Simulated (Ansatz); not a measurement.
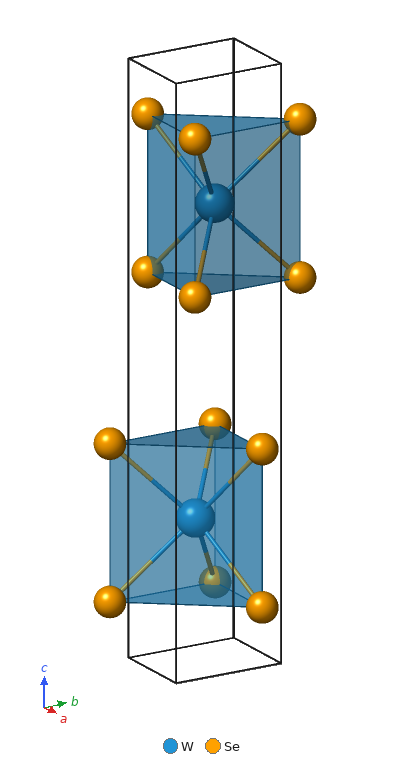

Polyhedral representation of a periodic structure, projected slightly off an axis. One unit cell is outlined, and atoms on its boundary appear in each equivalent place. A few atoms beyond the faces are included.

WSe2, a = 3.23 Å, b = 3.27 Å, c = 12.82 Å, α = 90.00°, β = 90.00°, γ = 119.53°.

Electronic-structure method: DFT PBE+D3(BJ), scalar-relativistic, plane waves, PAW in Ansatz 0.2.0. Parameters: E_cut = 420 eV, k-points on a 12×12×2 grid, Gaussian smearing of 0.02 eV, no spin polarisation.

> How large a gap does the method give, if there is one?

A semiconductor at this level, with a gap of 0.87 eV.

> Under what pressure is the structure?

The computed pressure is 1.0 GPa (compressed: it would expand). The stress isn't hydrostatic: its largest component is 3.1 GPa.

It goes back to a structure listed in the Materials Project. The cell was then strained or its atoms displaced on purpose. Ansatz was used for an electronic-structure calculation on it.
